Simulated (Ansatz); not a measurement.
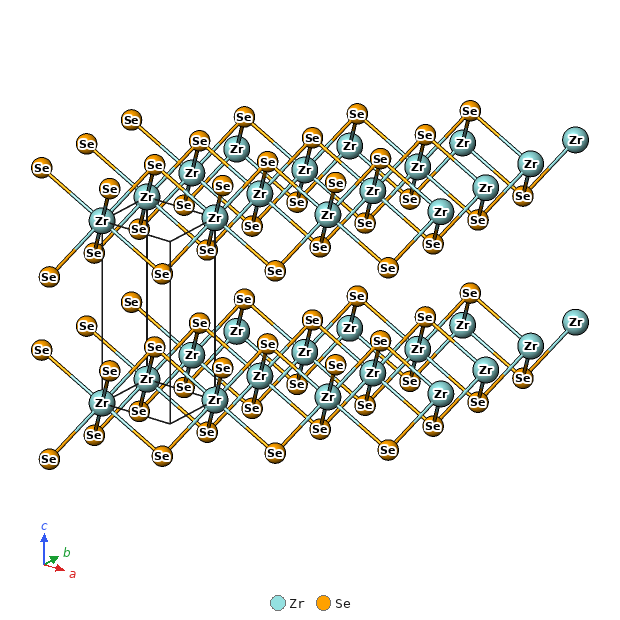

System ZrSe₂ (space group P-3m1, No. 164); source of the atomic positions: the geometry relaxed with DFT PBEsol, scalar-relativistic, plane waves, PAW in Ansatz.

Bonds are taken as Se–Zr below 3 Å; no other contact counts. Simplification: prune 0- and 1-connected atoms, fold 2-connected ones into links.

**What kind of net remains, and which atoms are its nodes?**

A binodal (3,6)-connected, two-periodic (layers) net: Se is a 3-connected node; Zr is a 6-connected node, in the ratio 2:1.

**Which named net is it?**

It is the kgd net, known from the layers of CdI2 (1T type).

**How do the layers lie?**

The layers lie parallel to (001).

**Give the point symbol of each node (shortest cycle at each angle).**

Se: 4³; Zr: 4⁶·6⁶·8³.

**Give the first ten terms of the coordination sequence (nodes one, two, three … edges away).**

Se: 3, 12, 9, 24, 15, 36, 21, 48, 27, 60; Zr: 6, 6, 18, 12, 30, 18, 42, 24, 54, 30.
